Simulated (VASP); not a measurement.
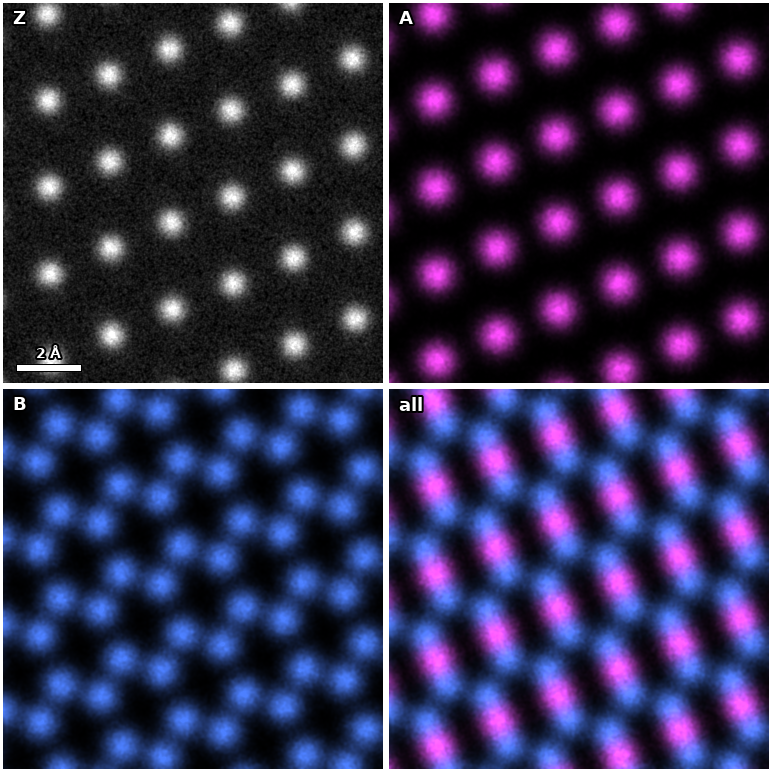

TaN (P6_3/mmc, No. 194) along [201]. Panel Z: Simulation: incoherent imaging, intensity Z^1.7 per atom, probe width 0.54 Å, thin sample. The probe carries 15 % of its weight in a tail 2.5 times as wide. The display is stretched by a gamma of 0.65; percentages refer to the linear signal. Shot noise was added. The other panels are simulated element maps (the number of atoms of one element along the beam, blurred by 0.9 Å, with counting noise; each on its own scale, no channelling); the last overlays them. Atomic positions: coordinates from a relaxation with VASP Kohn-Sham DFT of a periodic cell, PW91, VASP PAW PBE potentials, recommended (VASP).

```
Ta N
1.0
     2.92439    0.00000    0.00000
    -1.46219    2.53259    0.00000
     0.00000    0.00000    5.92076
Ta N
2 2
Direct
  0.00000 0.00000 0.50000
  0.00000 0.00000 0.00000
  0.33333 0.66667 0.25000
  0.66667 0.33333 0.75000
```

Which element does each lettered map show?

A: Ta, B: N. The projected cell (2.08 × 2.74 Å, 112°) holds 3 columns: 2 of N and 1 of Ta. No column is shared by two of the mapped elements.
